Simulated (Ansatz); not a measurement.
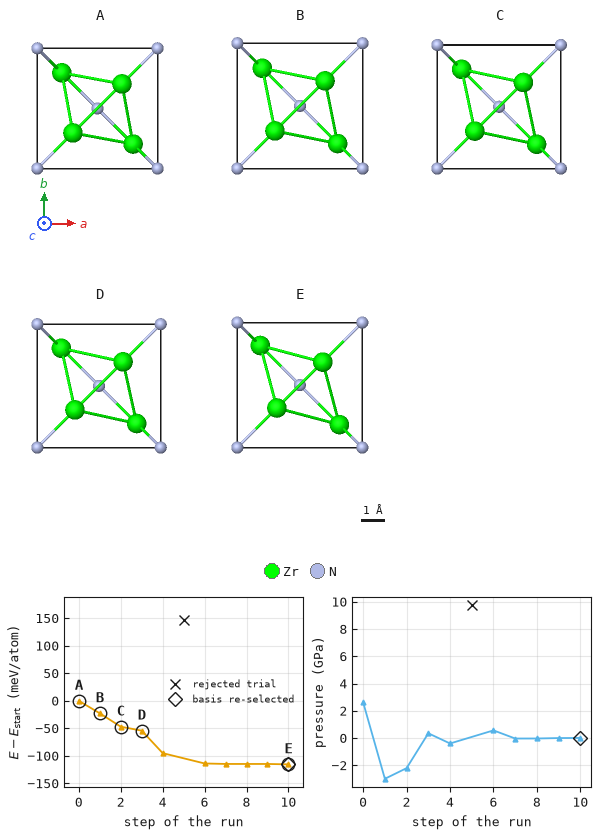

Frames of a relaxation of a crystal of Zr2N (set up in P4_2/mnm), marked on the history of the run. A ball-and-stick model of the cell of the calculation, seen along the c axis.

Case: relaxed kmesh: [1, 1, 2] Gamma-centred.

These are results of DFT r2SCAN, scalar-relativistic, plane waves, PAW (Ansatz), not measurements. Settings: plane-wave cutoff 500 eV; k-point mesh 1 × 1 × 2; occupations gaussian; smearing width 0.1 eV; no spin polarisation; cell and atoms relaxed; force threshold 0.01 eV/Å; at most 60 steps.

**Describe the path.**

After 8 accepted moves (10 points after the start) the energy has fallen by 115 meV per atom. Largest force component: 0.76 eV/Å at the start, 0.00035 eV/Å at the end. The pressure goes from 2.62 to 0.01 GPa. The line search rejected the trial step at point 5 of the run. The SCF was repeated once at an unchanged geometry on a basis and grid sized afresh for the cell, which shifted the energy by 0.7 meV per atom at most. The largest moves relative to the cell, 0.16 Å, are those of Zr atoms. N stays in place. The volume changes by +4.6 %, with a = b 5.413 → 5.627 Å (+3.9 %), c 3.308 → 3.201 Å (−3.2 %). Among the contacts that change: N–Zr 2.267 → 2.519 Å, Zr–Zr 3.121 → 2.920 Å, Zr–Zr 3.211 → 3.322 Å, N–Zr 2.274 → 2.167 Å. The space group stays P4_2/mnm (No. 136). Cost: 25 s on 1 thread of Arm Neoverse V2, with other jobs on the host, peak memory 0.53 GiB. From step 0 to 1: Zr atoms move most (0.03 Å), volume +3.3 %, energy −22.7 meV per atom. From step 1 to 2: Zr atoms move most (0.02 Å), volume −0.2 %, energy −24.3 meV per atom. From step 2 to 3: volume −1.1 %, energy −7.2 meV per atom. From step 3 to 10: Zr atoms move most (0.09 Å), volume +2.5 %, energy −61.2 meV per atom.

Limits of the set-up: the k-point mesh is coarse for a cell with partly filled bands.
